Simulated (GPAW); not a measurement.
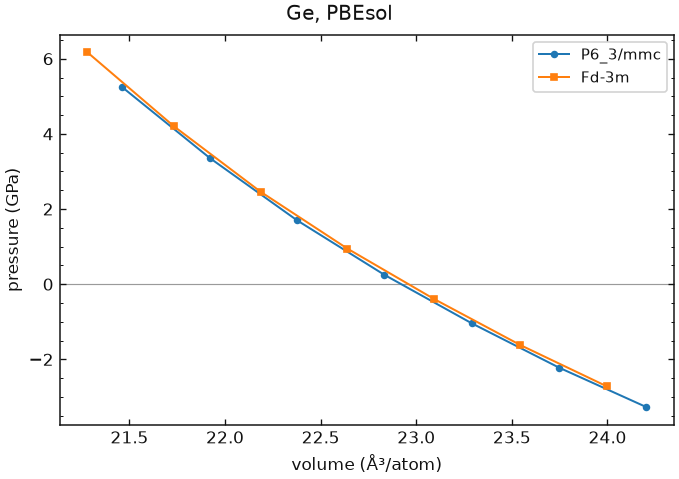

Plotted: pressure against volume, with one curve for each structure, for Ge.

How it was computed, with GPAW 26.7.0: PAW DFT in plane waves, on a grid or in atomic orbitals, no spin polarisation; energies at scaled volumes of the given cell, shape and fractions fixed, counted from the fit's minimum, third-order Birch-Murnaghan fit. Level: PBEsol.

| setting | value |
| --- | --- |
| occupations | Fermi–Dirac |
| smearing width | 0.05 eV |
| potentials | PAW data sets made by gpaw setup for the functional |
| wave cutoff | 600 eV |

Settings that differ: P6_3/mmc: k mesh 8×8×4; Fd-3m: k mesh 8×8×8.

### For P6_3/mmc: read off the course of the pressure.

It falls from 5.24 GPa at volume 21.46 Å³/atom to −3.27 GPa at 24.20 Å³/atom, and changes sign near 22.92 Å³/atom.

### For Fd-3m: how does the pressure vary with volume?

It falls from 6.17 GPa at volume 21.28 Å³/atom to −2.72 GPa at 24.00 Å³/atom, and changes sign near 22.96 Å³/atom.

Keep in mind: shape and atomic fractions are frozen while scaling, which makes layered, chain and framework solids too stiff.
